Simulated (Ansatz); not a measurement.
Na (slab)

The calculation's input:

```
crystal:
  lattice:
    - [7.0632143068, 0.0, 0.0]
    - [-2.3544047689, 6.6592623111, 0.0]
    - [0.0, 0.0, 23.9389903319]
  atoms:
    - { symbol: Na, position: [0.25, 0.25, 0.3341828493] }
    - { symbol: Na, position: [0.25, 0.75, 0.3341828493] }
    - { symbol: Na, position: [0.75, 0.25, 0.3341828493] }
    - { symbol: Na, position: [0.75, 0.75, 0.3341828493] }
    - { symbol: Na, position: [0.5001915369, 0.4386442681, 0.4536553308] }
    - { symbol: Na, position: [0.5017311188, -0.056142602, 0.4602129827] }
    - { symbol: Na, position: [0.0156051461, 0.5203304661, 0.4571861536] }
    - { symbol: Na, position: [0.0262164724, 0.0328678314, 0.4604955678] }
    - { symbol: Na, position: [0.7557023875, 0.7122827813, 0.5613798497] }
    - { symbol: Na, position: [0.7485899413, 0.2107824907, 0.5843695667] }
    - { symbol: Na, position: [0.2162719101, 0.9395608733, 0.5995216667] }
    - { symbol: Na, position: [0.2759200982, 0.4840231685, 0.5894488184] }
basis:
  ecutwfc: 420
kpoints:
  mp_grid: { grid: [3, 3, 1] }
hamiltonian:
  xc: pbe
  dispersion: d3bj
scf:
  occupations: { method: gaussian, width: 0.1 }
output:
  forces: true
  eigenvalues: true
  write_density: true
  volumetric_format: npy
efield:
  axis: 3
  dipole_correction: true
  ramp_width: 0.04
```

Launched as:

```sh
ansatz run input.yaml --threads 4 --pin off --max-ram 10240MiB --backend cpu --events-out ev --progress --plain --runs-dir out
```

These are results of DFT PBE+D3(BJ), scalar-relativistic, plane waves, PAW (Ansatz), not measurements.

What can the converged valence pseudo-density tell about the bonding?

Na–Na (3.53 Å): ρ at the midpoint is about 0.04 e/Å³, with its minimum of 0.03 e/Å³ about 1.6 Å from Na.

Does the calculation make it a metal, or give it a gap?

It is gapless in this calculation (a metal or semimetal).

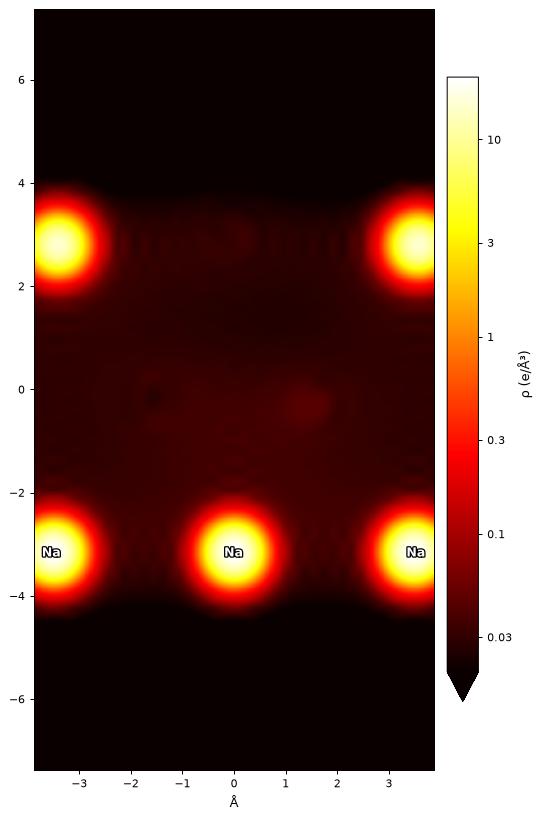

Computed valence pseudo-density on the (010) plane of the calculation cell, a cut from vacuum to vacuum. Atoms just off the plane (Na, 0.3 Å away) can leave unmarked features too.
